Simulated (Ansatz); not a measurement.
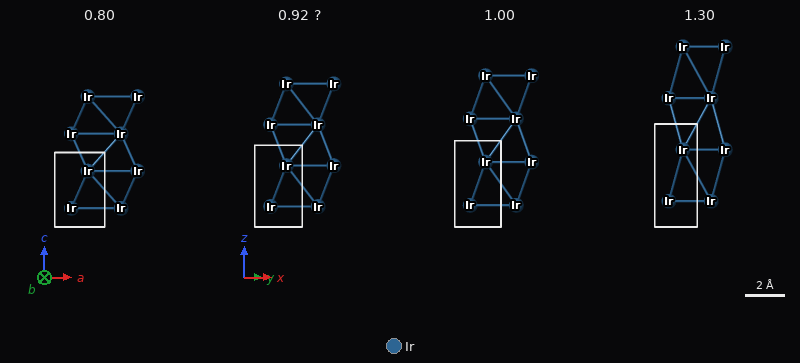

A scan of a crystal of Ir (P6_3/mmc): the ratio of the cell's length along z to its lengths across, counted as 1 for the reference, is changed at fixed volume (a c/a path), with the atoms kept at their fractional coordinates. x, y and z are the Cartesian axes of the input. Style: ball-and-stick. Shown: the cell of the calculation, repeated 2 × 2 × 2 with one cell outlined, along the b axis.

Method: Ansatz 0.2.0, DFT PBE, scalar-relativistic, plane waves, PAW. (plane-wave cutoff 420 eV; k-point mesh 24 × 24 × 12; occupations gaussian; smearing width 0.15 eV; no spin polarisation). Energies (free energies at the smearing named) are counted from the cell as listed in its source, which wasn't relaxed.

```
axial ratio over its reference value  ΔE (meV/atom)
                                0.80            407
                                0.85            231
                                0.92              ?
                                0.96             17
                                1.00              0
                                1.05             25
                                1.10             96
                                1.20            364
                                1.30            765
```

Q: Estimate the missing energy from the other rows, and compare with the calculation.

A: A straight line between the two neighbours gives 95 meV/atom. A cubic through the four nearest rows (0.80, 0.85, 0.96, 1.00) gives, with Lagrange weights, (−0.1400)(407) + (0.4655)(231) + (0.9545)(17) + (−0.2800)(0) = 67 meV/atom. The calculation gives 67 meV/atom, so the cubic is right to the digits shown and the straight line 28 meV/atom too high, as the curve bends upwards here.

The whole profile:

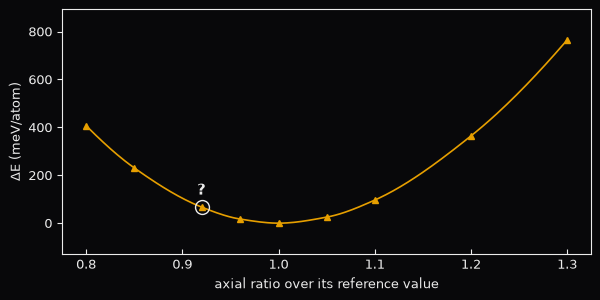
